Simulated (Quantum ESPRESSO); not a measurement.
# Geometry relaxation of MgB2 (part 1 of 2)

MgB2 (P6/mmm, 3 atoms in the cell), computed with Kohn-Sham DFT of a periodic cell, PBEsol, GBRV 1.5 PBEsol, no spin polarisation (Quantum ESPRESSO 7.5).

The structure derives from an entry of the Crystallography Open Database.

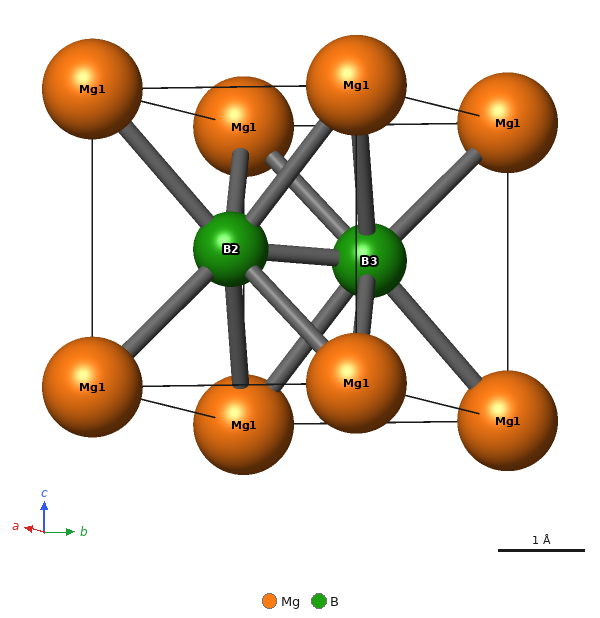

The structure as given in the input (ball-and-stick view of the cell of the calculation, seen at an oblique angle; atoms are numbered from 1 in the order of the input). Near neighbours in the crystal (not all of them lie inside the picture): Mg has 12 B at 2.51 Å; B has 3 B at 1.78 Å and 6 Mg at 2.51 Å.

### The input
```
&CONTROL
  calculation = 'relax'
  prefix = 'pwscf'
  outdir = './tmp'
  pseudo_dir = './pseudo'
  tprnfor = .true.
  tstress = .true.
  disk_io = 'low'
  nstep = 40
  forc_conv_thr = 0.0004
  etot_conv_thr = 1d-05
/
&SYSTEM
  ibrav = 0
  nat = 3
  ntyp = 2
  ecutwfc = 45
  ecutrho = 360
  nbnd = 14
  occupations = 'smearing'
  smearing = 'fd'
  degauss = 0.00367493
/
&ELECTRONS
  conv_thr = 6d-10
  electron_maxstep = 120
  mixing_beta = 0.5
/
&IONS
  ion_dynamics = 'bfgs'
/
ATOMIC_SPECIES
Mg    24.3050 mg_pbesol_v1.4.uspp.F.UPF
B     10.8100 b_pbesol_v1.4.uspp.F.UPF
CELL_PARAMETERS angstrom
   3.0850000000    0.0000000000    0.0000000000
  -1.5425000000    2.6716883707    0.0000000000
   0.0000000000    0.0000000000    3.5230000000
ATOMIC_POSITIONS crystal
Mg     0.0000000000    0.0000000000    0.0000000000
B      0.6666666667    0.3333333333    0.5000000000
B      0.3333333333    0.6666666667    0.5000000000
K_POINTS automatic
10 10 8 0 0 0
```

Run on 2 threads of Intel Xeon @ 2.50GHz (Skylake/Cascade Lake), 32 GiB of memory available, shared host.

Run as:
```bash
OMP_NUM_THREADS=1 mpirun -n 2 pw.x -nk 2 -in pw.in > pw.out
```

### Log
```
This program is part of the open-source Quantum ESPRESSO suite
     for quantum simulation of materials; please cite
         "P. Giannozzi et al., J. Phys.:Condens. Matter 21 395502 (2009);
         "P. Giannozzi et al., J. Phys.:Condens. Matter 29 465901 (2017);
         "P. Giannozzi et al., J. Chem. Phys. 152 154105 (2020);
          URL
     in publications or presentations arising from this work. More details at

     Message from routine setup:
     using ibrav=0 with symmetry is DISCOURAGED, use correct ibrav instead

     K-points division:     npool     =       2
     Subspace diagonalization in iterative solution of the eigenvalue problem:
     a serial algorithm will be used

     G-vector sticks info
     --------------------
     sticks:   dense  smooth     PW     G-vecs:    dense   smooth      PW
     Sum         847     421    127                22655     7997    1389

     Using Slab Decomposition

     bravais-lattice index     =            0
     lattice parameter (alat)  =       5.8298  a.u.
     unit-cell volume          =     195.9522 (a.u.)^3
     number of atoms/cell      =            3
     number of atomic types    =            2
     number of electrons       =        16.00
     number of Kohn-Sham states=           14
     kinetic-energy cutoff     =      45.0000  Ry
     charge density cutoff     =     360.0000  Ry
     scf convergence threshold =      6.0E-10
     mixing beta               =       0.5000
     number of iterations used =            8  plain     mixing
     energy convergence thresh.=      1.0E-05
     force convergence thresh. =      4.0E-04
     Exchange-correlation= SLA  PW   PSX  PSC
                           (   1   4  10   8   0   0   0)
     nstep                     =           40

     celldm(1)=   5.829805  celldm(2)=   0.000000  celldm(3)=   0.000000
     celldm(4)=   0.000000  celldm(5)=   0.000000  celldm(6)=   0.000000

     crystal axes: (cart. coord. in units of alat)
               a(1) = (   1.000000   0.000000   0.000000 )
               a(2) = (  -0.500000   0.866025   0.000000 )
               a(3) = (   0.000000   0.000000   1.141977 )

     reciprocal axes: (cart. coord. in units 2 pi/alat)
               b(1) = (  1.000000  0.577350 -0.000000 )
               b(2) = (  0.000000  1.154701  0.000000 )
               b(3) = (  0.000000 -0.000000  0.875674 )

     PseudoPot. # 1 for Mg read from file:
     mg_pbesol_v1.4.uspp.F.UPF
     Pseudo is Ultrasoft, Zval = 10.0
     Generated by new atomic code, or converted to UPF format
     Using radial grid of  821 points,  7 beta functions with:
                l(1) =   0
                l(2) =   0
                l(3) =   0
                l(4) =   1
                l(5) =   1
                l(6) =   2
                l(7) =   2
     Q(r) pseudized with  8 coefficients,  rinner =    1.200   1.200   1.200
                                                       1.200   1.200

     PseudoPot. # 2 for B  read from file:
     b_pbesol_v1.4.uspp.F.UPF
     Pseudo is Ultrasoft + core correction, Zval =  3.0
     Generated by new atomic code, or converted to UPF format
     Using radial grid of  781 points,  4 beta functions with:
                l(1) =   0
                l(2) =   0
                l(3) =   1
                l(4) =   1
     Q(r) pseudized with  8 coefficients,  rinner =    1.100   1.100   1.100

     atomic species   valence    mass     pseudopotential
     Mg               10.00    24.30500     Mg( 1.00)
     B                 3.00    10.81000     B ( 1.00)

     24 Sym. Ops., with inversion, found

   Cartesian axes

     site n.     atom                  positions (alat units)
         1        Mg     tau(   1) = (   0.0000000   0.0000000   0.0000000  )
         2        B      tau(   2) = (   0.5000000   0.2886751   0.5709887  )
         3        B      tau(   3) = (  -0.0000000   0.5773503   0.5709887  )

     number of k points=    70  Fermi-Dirac smearing, width (Ry)=  0.0037
                       cart. coord. in units 2pi/alat
        k(    1) = (   0.0000000   0.0000000   0.0000000), wk =   0.0025000
        k(    2) = (   0.0000000   0.0000000   0.1094593), wk =   0.0050000
        k(    3) = (   0.0000000   0.0000000   0.2189185), wk =   0.0050000
        k(    4) = (   0.0000000   0.0000000   0.3283778), wk =   0.0050000
        k(    5) = (   0.0000000   0.0000000  -0.4378371), wk =   0.0025000
        k(    6) = (   0.0000000   0.1154701   0.0000000), wk =   0.0150000
        k(    7) = (   0.0000000   0.1154701   0.1094593), wk =   0.0300000
        k(    8) = (   0.0000000   0.1154701   0.2189185), wk =   0.0300000
        k(    9) = (   0.0000000   0.1154701   0.3283778), wk =   0.0300000
        k(   10) = (   0.0000000   0.1154701  -0.4378371), wk =   0.0150000
        k(   11) = (   0.0000000   0.2309401   0.0000000), wk =   0.0150000
        k(   12) = (   0.0000000   0.2309401   0.1094593), wk =   0.0300000
        k(   13) = (   0.0000000   0.2309401   0.2189185), wk =   0.0300000
        k(   14) = (   0.0000000   0.2309401   0.3283778), wk =   0.0300000
        k(   15) = (   0.0000000   0.2309401  -0.4378371), wk =   0.0150000
        k(   16) = (   0.0000000   0.3464102   0.0000000), wk =   0.0150000
        k(   17) = (   0.0000000   0.3464102   0.1094593), wk =   0.0300000
        k(   18) = (   0.0000000   0.3464102   0.2189185), wk =   0.0300000
        k(   19) = (   0.0000000   0.3464102   0.3283778), wk =   0.0300000
        k(   20) = (   0.0000000   0.3464102  -0.4378371), wk =   0.0150000
        k(   21) = (   0.0000000   0.4618802   0.0000000), wk =   0.0150000
        k(   22) = (   0.0000000   0.4618802   0.1094593), wk =   0.0300000
        k(   23) = (   0.0000000   0.4618802   0.2189185), wk =   0.0300000
        k(   24) = (   0.0000000   0.4618802   0.3283778), wk =   0.0300000
        k(   25) = (   0.0000000   0.4618802  -0.4378371), wk =   0.0150000
        k(   26) = (   0.0000000  -0.5773503   0.0000000), wk =   0.0075000
        k(   27) = (   0.0000000  -0.5773503   0.1094593), wk =   0.0150000
        k(   28) = (   0.0000000  -0.5773503   0.2189185), wk =   0.0150000
        k(   29) = (   0.0000000  -0.5773503   0.3283778), wk =   0.0150000
        k(   30) = (   0.0000000  -0.5773503  -0.4378371), wk =   0.0075000
        k(   31) = (   0.1000000   0.1732051   0.0000000), wk =   0.0150000
        k(   32) = (   0.1000000   0.1732051   0.1094593), wk =   0.0300000
        k(   33) = (   0.1000000   0.1732051   0.2189185), wk =   0.0300000
        k(   34) = (   0.1000000   0.1732051   0.3283778), wk =   0.0300000
        k(   35) = (   0.1000000   0.1732051  -0.4378371), wk =   0.0150000
        k(   36) = (   0.1000000   0.2886751   0.0000000), wk =   0.0300000
        k(   37) = (   0.1000000   0.2886751   0.1094593), wk =   0.0600000
        k(   38) = (   0.1000000   0.2886751   0.2189185), wk =   0.0600000
        k(   39) = (   0.1000000   0.2886751   0.3283778), wk =   0.0600000
        k(   40) = (   0.1000000   0.2886751  -0.4378371), wk =   0.0300000
        k(   41) = (   0.1000000   0.4041452   0.0000000), wk =   0.0300000
        k(   42) = (   0.1000000   0.4041452   0.1094593), wk =   0.0600000
        k(   43) = (   0.1000000   0.4041452   0.2189185), wk =   0.0600000
        k(   44) = (   0.1000000   0.4041452   0.3283778), wk =   0.0600000
        k(   45) = (   0.1000000   0.4041452  -0.4378371), wk =   0.0300000
        k(   46) = (   0.1000000   0.5196152   0.0000000), wk =   0.0300000
        k(   47) = (   0.1000000   0.5196152   0.1094593), wk =   0.0600000
        k(   48) = (   0.1000000   0.5196152   0.2189185), wk =   0.0600000
        k(   49) = (   0.1000000   0.5196152   0.3283778), wk =   0.0600000
        k(   50) = (   0.1000000   0.5196152  -0.4378371), wk =   0.0300000
        k(   51) = (   0.2000000   0.3464102   0.0000000), wk =   0.0150000
        k(   52) = (   0.2000000   0.3464102   0.1094593), wk =   0.0300000
        k(   53) = (   0.2000000   0.3464102   0.2189185), wk =   0.0300000
        k(   54) = (   0.2000000   0.3464102   0.3283778), wk =   0.0300000
        k(   55) = (   0.2000000   0.3464102  -0.4378371), wk =   0.0150000
        k(   56) = (   0.2000000   0.4618802   0.0000000), wk =   0.0300000
        k(   57) = (   0.2000000   0.4618802   0.1094593), wk =   0.0600000
        k(   58) = (   0.2000000   0.4618802   0.2189185), wk =   0.0600000
        k(   59) = (   0.2000000   0.4618802   0.3283778), wk =   0.0600000
        k(   60) = (   0.2000000   0.4618802  -0.4378371), wk =   0.0300000
        k(   61) = (   0.2000000   0.5773503   0.0000000), wk =   0.0150000
        k(   62) = (   0.2000000   0.5773503   0.1094593), wk =   0.0300000
        k(   63) = (   0.2000000   0.5773503   0.2189185), wk =   0.0300000
        k(   64) = (   0.2000000   0.5773503   0.3283778), wk =   0.0300000
        k(   65) = (   0.2000000   0.5773503  -0.4378371), wk =   0.0150000
        k(   66) = (   0.3000000   0.5196152   0.0000000), wk =   0.0150000
        k(   67) = (   0.3000000   0.5196152   0.1094593), wk =   0.0300000
        k(   68) = (   0.3000000   0.5196152   0.2189185), wk =   0.0300000
        k(   69) = (   0.3000000   0.5196152   0.3283778), wk =   0.0300000
        k(   70) = (   0.3000000   0.5196152  -0.4378371), wk =   0.0150000

     Dense  grid:    22655 G-vectors     FFT dimensions: (  36,  36,  45)

     Smooth grid:     7997 G-vectors     FFT dimensions: (  25,  25,  30)

     Initial potential from superposition of free atoms

     starting charge      15.6992, renormalised to      16.0000
     Starting wfcs are   13 randomized atomic wfcs +    1 random wfcs

     Self-consistent Calculation

     iteration #  1     ecut=    45.00 Ry     beta= 0.50
     Davidson diagonalization with overlap
     ethr =  1.00E-02,  avg # of iterations =  5.7

     total energy              =    -137.78449427 Ry
     estimated scf accuracy    <       0.42173827 Ry

     iteration #  2     ecut=    45.00 Ry     beta= 0.50
     Davidson diagonalization with overlap
     ethr =  2.64E-03,  avg # of iterations =  2.3

     total energy              =    -137.86047442 Ry
     estimated scf accuracy    <       0.00668531 Ry

     iteration #  3     ecut=    45.00 Ry     beta= 0.50
     Davidson diagonalization with overlap
     ethr =  4.18E-05,  avg # of iterations =  4.8

     total energy              =    -137.86074775 Ry
     estimated scf accuracy    <       0.00133817 Ry

     iteration #  4     ecut=    45.00 Ry     beta= 0.50
     Davidson diagonalization with overlap
     ethr =  8.36E-06,  avg # of iterations =  1.7

     total energy              =    -137.86080347 Ry
     estimated scf accuracy    <       0.00002917 Ry

     iteration #  5     ecut=    45.00 Ry     beta= 0.50
     Davidson diagonalization with overlap
     ethr =  1.82E-07,  avg # of iterations =  2.7

     total energy              =    -137.86080917 Ry
     estimated scf accuracy    <       0.00000267 Ry

     iteration #  6     ecut=    45.00 Ry     beta= 0.50
     Davidson diagonalization with overlap
     ethr =  1.67E-08,  avg # of iterations =  2.1

     total energy              =    -137.86080990 Ry
     estimated scf accuracy    <       0.00000047 Ry

     iteration #  7     ecut=    45.00 Ry     beta= 0.50
     Davidson diagonalization with overlap
     ethr =  2.92E-09,  avg # of iterations =  2.0

     total energy              =    -137.86081003 Ry
     estimated scf accuracy    <       0.00000004 Ry

     iteration #  8     ecut=    45.00 Ry     beta= 0.50
     Davidson diagonalization with overlap
     ethr =  2.74E-10,  avg # of iterations =  1.8

     total energy              =    -137.86081004 Ry
     estimated scf accuracy    <          1.3E-09 Ry

     iteration #  9     ecut=    45.00 Ry     beta= 0.50
     Davidson diagonalization with overlap
     ethr =  8.30E-12,  avg # of iterations =  2.1

     End of self-consistent calculation

          k = 0.0000 0.0000 0.0000 (   999 PWs)   bands (ev):

   -65.8526 -32.8163 -32.8163 -32.8044  -3.4233   6.0411   9.3547   9.3547
    10.5846  15.2525  15.2525  17.0862  18.9309  21.5200

          k = 0.0000 0.0000 0.1095 (  1016 PWs)   bands (ev):

   -65.8526 -32.8162 -32.8162 -32.8056  -3.2879   5.0672   9.4064   9.4064
    11.8737  15.2975  15.2975  17.0616  18.9228  21.6481

          k = 0.0000 0.0000 0.2189 (   998 PWs)   bands (ev):

   -65.8525 -32.8160 -32.8160 -32.8082  -2.9084   3.4446   9.5362   9.5362
    14.4316  15.4118  15.4118  17.0023  18.9048  22.0000

          k = 0.0000 0.0000 0.3284 (   998 PWs)   bands (ev):

   -65.8524 -32.8158 -32.8158 -32.8109  -2.4036   2.0960   9.6740   9.6740
    15.5353  15.5353  16.9434  17.2428  18.8885  21.3156

          k = 0.0000 0.0000-0.4378 (   998 PWs)   bands (ev):

   -65.8523 -32.8157 -32.8157 -32.8120  -2.1222   1.5241   9.7337   9.7337
    15.5896  15.5896  16.9192  18.8821  18.9200  20.9360

          k = 0.0000 0.1155 0.0000 (   997 PWs)   bands (ev):

   -65.8523 -32.8201 -32.8172 -32.8039  -3.2490   6.2101   8.4992   8.9581
    10.7404  15.1076  15.9997  17.4668  18.3200  22.3785

          k = 0.0000 0.1155 0.1095 (  1007 PWs)   bands (ev):

   -65.8522 -32.8200 -32.8171 -32.8050  -3.1149   5.2415   8.5611   9.0075
    12.0124  15.1812  16.0474  17.0910  18.5688  22.4664

          k = 0.0000 0.1155 0.2189 (  1000 PWs)   bands (ev):

   -65.8521 -32.8198 -32.8169 -32.8076  -2.7394   3.6277   8.7151   9.1315
    14.4599  15.4449  16.1688  16.4452  18.9172  22.0567

          k = 0.0000 0.1155 0.3284 (   996 PWs)   bands (ev):

   -65.8520 -32.8196 -32.8167 -32.8103  -2.2415   2.2888   8.8823   9.2630
    15.4421  15.8943  16.3003  17.4447  19.1824  20.6211

          k = 0.0000 0.1155-0.4378 (   996 PWs)   bands (ev):

   -65.8520 -32.8195 -32.8166 -32.8114  -1.9656   1.7233   8.9563   9.3200
    15.5789  15.6539  16.3583  19.0626  19.2898  20.2499

          k = 0.0000 0.2309 0.0000 (  1007 PWs)   bands (ev):

   -65.8514 -32.8301 -32.8196 -32.8025  -2.7296   6.6412   6.7117   8.1696
    11.2122  14.5721  16.7620  17.8157  18.1712  23.2342

          k = 0.0000 0.2309 0.1095 (   998 PWs)   bands (ev):
```
